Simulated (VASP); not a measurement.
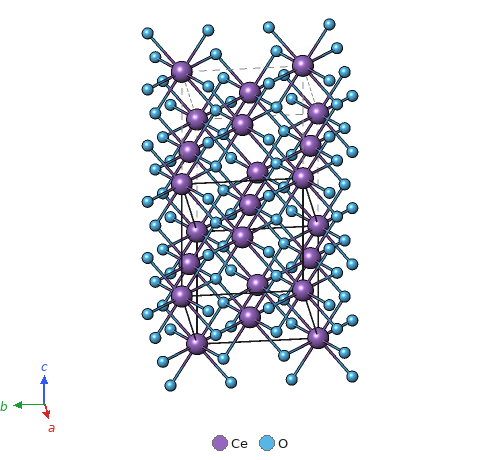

CeO₂ (space group Fm-3m, No. 225). Coordinates: an entry of the Crystallography Open Database, as set up for an electronic-structure calculation.

Bonds are taken as Ce–O below 2.6 Å; no other contact counts. Simplification: prune 0- and 1-connected atoms, fold 2-connected ones into links.

> What kind of net remains, and which atoms are its nodes?

A binodal (4,8)-connected, three-periodic net: O is a 4-connected node; Ce is an 8-connected node, in the ratio 2:1.

> Name the underlying net.

It is the flu net, known from fluorite.

> Is the net interpenetrated?

It is a single net, without interpenetration.

> How many nodes does the smallest cycle have?

Four.

The simplified net, drawn on the atoms' positions. Nodes are coloured by element. Edges to nodes outside the piece are drawn as stubs.

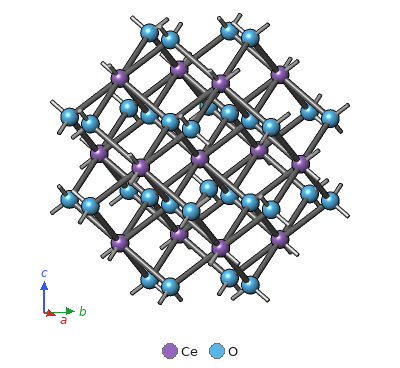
